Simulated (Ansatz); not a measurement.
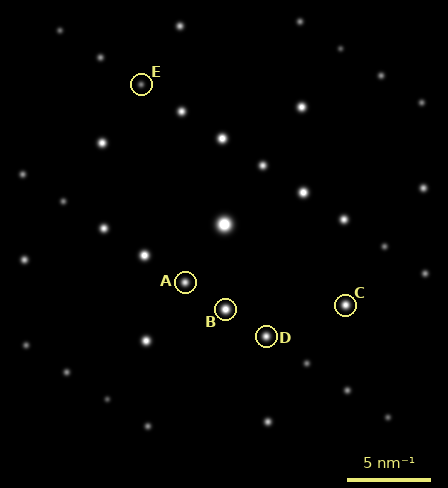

Computed electron diffraction pattern, 300 kV, single scattering only, B = 0.8 Å². The zone axis points towards the electron source and the pattern is seen from the source side.

The sample is Ni, space group P6/mmm (No. 191), a = 3.93 Å, c = 2.36 Å (hexagonal axes). Structure: the end point of a relaxation with DFT, PBEsol, plane waves (420 eV) with PAW, scalar-relativistic in Ansatz 0.2.0; the starting structure was generated, so it need not be a known form of this composition.

Spot A is indexed 0 0 -1 and spot B 0 1 -1.

Q: What are the indices of the remaining marked spots?

A: C = −3A + 3B = 0 3 0 (d = 1.135 Å). D = −A + 2B = 0 2 -1 (d = 1.381 Å). E = 2A − 3B = 0 -3 1 (d = 1.023 Å).

Q: Give [uvw].

A: The cross product of A and B is parallel to [100]; every spot obeys hu + kv + lw = 0.

Q: What are the spacings of A and B and the angle between them?

A: d(A) = 2.364 Å, d(B) = 1.942 Å, and the angle is 34.8°.
